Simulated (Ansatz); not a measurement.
System: Au.

Input

```
crystal:
  lattice:
    - [2.6571534921, 0.0, 0.0]
    - [-1.328576746, 2.3011624259, 0.0]
    - [0.0, 0.0, 5.812755515]
  atoms:
    - { symbol: Au, position: [0.3333333333, 0.6666666667, 0.75] }
    - { symbol: Au, position: [0.6666666667, 0.3333333333, 0.25] }
basis:
  ecutwfc: 420
kpoints:
  mp_grid: { grid: [24, 24, 12] }
hamiltonian:
  xc: pbesol
scf:
  occupations: { method: gaussian, width: 0.15 }
output:
  forces: true
  stress: true
  eigenvalues: true
  write_density: true
  write_potential: true
  elf: true
  volumetric_format: npy
```

Launched as:

```sh
ansatz run input.yaml --threads 1 --pin off --max-ram 2560MiB --backend cpu --events-out ev --progress --plain --runs-dir out
```

Below, planes, directions and counts refer to the conventional cell (a = 2.66 Å, b = 2.66 Å, c = 5.81 Å, α = 90.00°, β = 90.00°, γ = 120.00°).

Space group P6₃/mmc; computed pressure about 11 GPa in this cell.

The calculation used Ansatz, DFT PBEsol, scalar-relativistic, plane waves, PAW.

What will maps of the valence pseudo-density and electron localisation function show?

Au–Au (2.66 Å): ρ at the midpoint is about 0.45 e/Å³; the ELF is about 0.25 at the midpoint; no shared electron pair shows on this line.

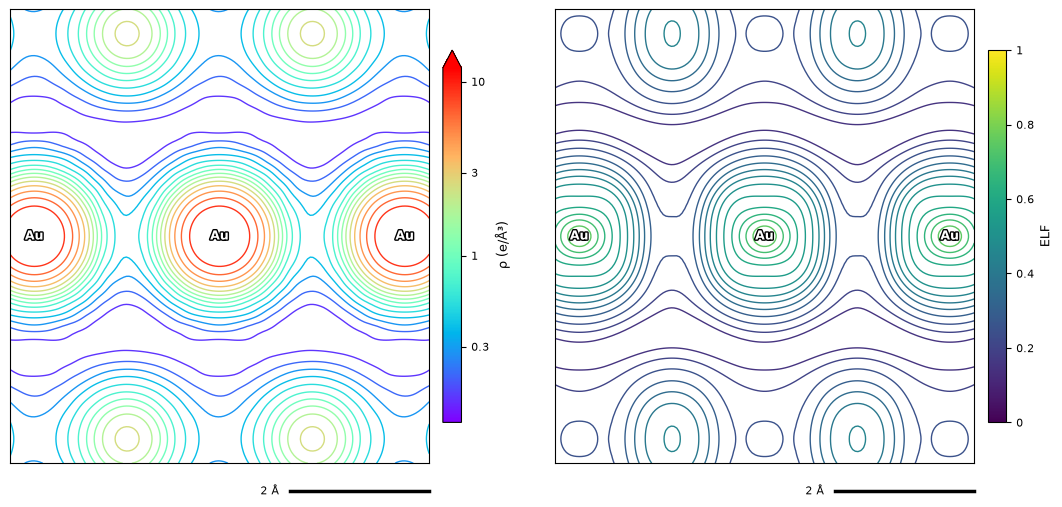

Computed valence pseudo-density and electron localisation function on the (100) plane of the conventional cell, in this order. Atoms just off the plane (Au, 0.8 Å away) can leave unmarked features too.

In a PAW calculation such maps are meaningful between the atoms, not at the nuclei.
